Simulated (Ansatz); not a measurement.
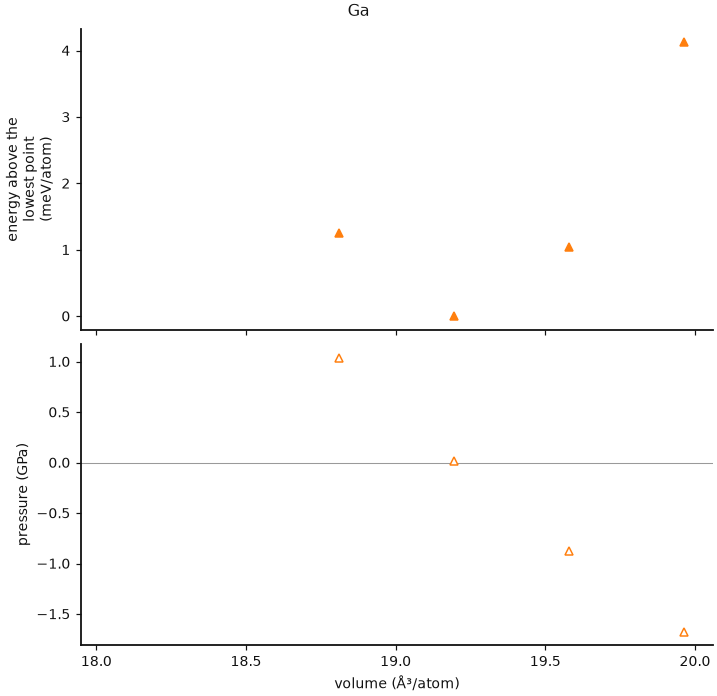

The figure shows the energy above the lowest point and pressure against volume for Ga, space group Im-3m (No. 229) (one of a set of cubic test structures, which need not be the stable phase).

How it was computed, with Ansatz 0.2.0 development build: equation of state of a cubic crystal from periodic Kohn-Sham density functional theory without spin, third-order Birch-Murnaghan fit to the free energies; pressure corrected for the finite basis. Level: PBE.

- structure type: bcc
- atoms in cell: 1
- space group number: 229
- lattice centring: body-centred primitive
- k mesh: 45×45×45
- occupation method: Fermi–Dirac
- occupation width: 0.06123 eV
- wave cutoff: 420 eV
- datasets: soft-1 PAW
- density tolerance: 1e−07 eV
- bands: 11
- density cutoff ratio: 4
- search for lower states: default

The points at volume 18.04 Å³/atom and 18.43 Å³/atom are left out of the plot. What values does the calculation give there?

```
volume (Å³/atom)  energy above the lowest point (meV/atom)  pressure (GPa)
           18.04                                      11.8           3.472
           18.43                                       5.1           2.183
```

Limits of the calculation: cubic model structure, not the ambient form.
